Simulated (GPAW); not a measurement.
## KF (Fm-3m): ε∞ against the local-field cutoff

The size of the dielectric matrix of KF (Fm-3m) is raised step by step, on the same bands.

The structure is cubic, space group Fm-3m (No. 225). The conventional cell has a = 5.344 Å, b = 5.344 Å, c = 5.344 Å, α = 90.00°, β = 90.00°, γ = 90.00°. K on site a has 6 F at 2.67 Å as nearest neighbours. Around F on site b lie 6 K at 2.67 Å.

Method: GPAW 26.7.0, PBE, RPA, k-mesh 11×11×11, Lorentzian half width 0.15 eV.

Launch of the response step: `OMP_NUM_THREADS=1 python df.py`. The series took 71 s in all, its band step included, on 1 thread of Arm Neoverse V2 (shared host).

| cutoff (eV) | time of the step (s) | ε∞ |
| --- | --- | --- |
| 40 | 5 | 1.9359 |
| 60 | 6 | 1.8989 |
| 100 | 6 | 1.8977 |
| 150 | 13 | ? |

The number of plane waves grows as cutoff^(3/2); a common extrapolation takes the result as linear in its inverse.

Working, on the rows shown:

| x = cutoff^(−3/2) (eV^−3/2) | y = ε∞ |
| --- | --- |
| 0.00395285 | 1.9359 |
| 0.00215166 | 1.8989 |
| 0.001 | 1.8977 |

Means: x̄ = 0.0023682, ȳ = 1.9108. Σ(x − x̄)(y − ȳ) = 6.027e-05, Σ(x − x̄)² = 4.430e-06. Slope = 6.027e-05 / 4.430e-06 = 13.61; intercept = ȳ − slope · x̄ = 1.8786. The line misses the rows shown by at most 0.009.

Problem. Fill in the last column of the withheld row.

Solution. At x = 0.00054433 the line gives y = 1.886. The run gave 1.8917, so the extrapolation is off by 0.0057, 13 % of the range in the table. The law describes these rows poorly: it misses even the rows shown by over a tenth of the range.

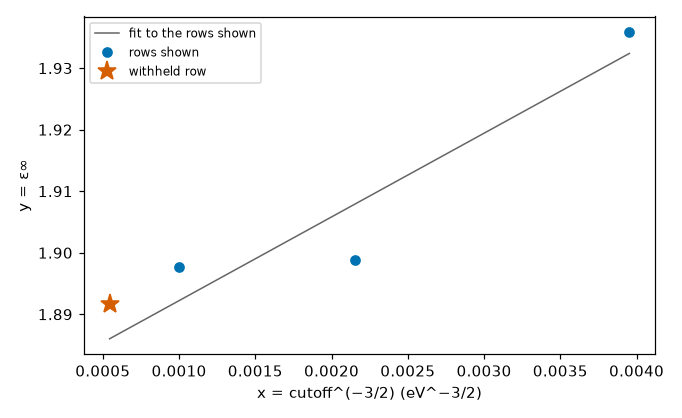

Refitted with all rows, the slope is 12.48 and the intercept 1.8822. The line reaches 1.882 at infinite cutoff, 0.5 % from the last run, while the last two runs differ by 0.32 %. ε∞ moves in steps as shells of reciprocal vectors enter, so the limit is good only to about the larger of these. Excitons are left out; PBE gaps are as a rule too small. The values come from a sum over the points of one k-mesh and carry its error, which grows as the direct gap shrinks. This version of GPAW has incomplete matrix elements in the optical limit, which can lower ε − 1 by up to a tenth where first-row anions or d states rule.
